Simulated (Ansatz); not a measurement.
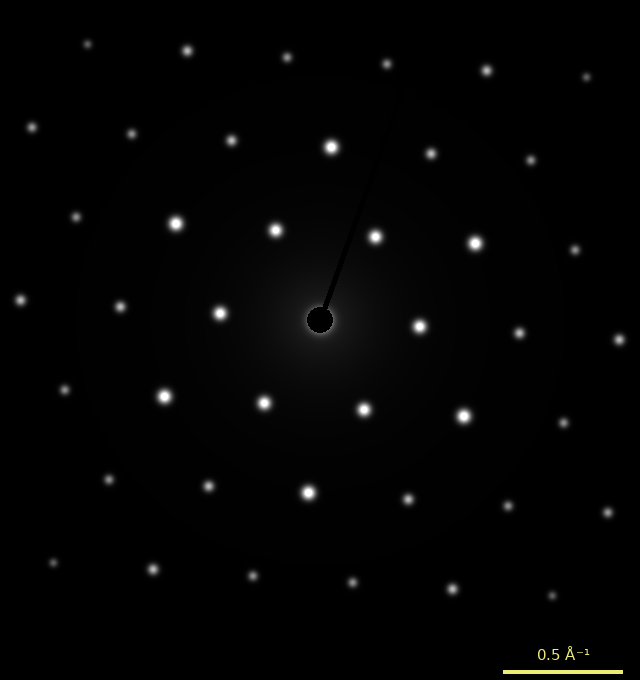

Simulated selected-area electron diffraction pattern (300 kV, kinematic approximation, thin crystal, B = 1 Å² for all atoms).

Candidate phases (model or computed cells):
A. Re, space group P6_3/mmc (No. 194), a = 2.737 Å, c = 4.417 Å (hexagonal axes)
B. Au, space group P6_3/mmc (No. 194), a = 2.92 Å, c = 4.89 Å (hexagonal axes)
C. Cd, space group P6_3/mmc (No. 194), a = 2.92 Å, c = 5.39 Å (hexagonal axes)
D. Lu, space group P6_3/mmc (No. 194), a = 3.384 Å, c = 5.238 Å (hexagonal axes)

> Which candidate gives this pattern, and along which zone?

Candidate A (Re), along [001]. The spots form a hexagonal net with both shortest vectors at d = 2.37 Å, 60.0° apart. They index as 1 -1 0 and 1 0 0; no zone of the other candidates with indices up to 3 has this net.
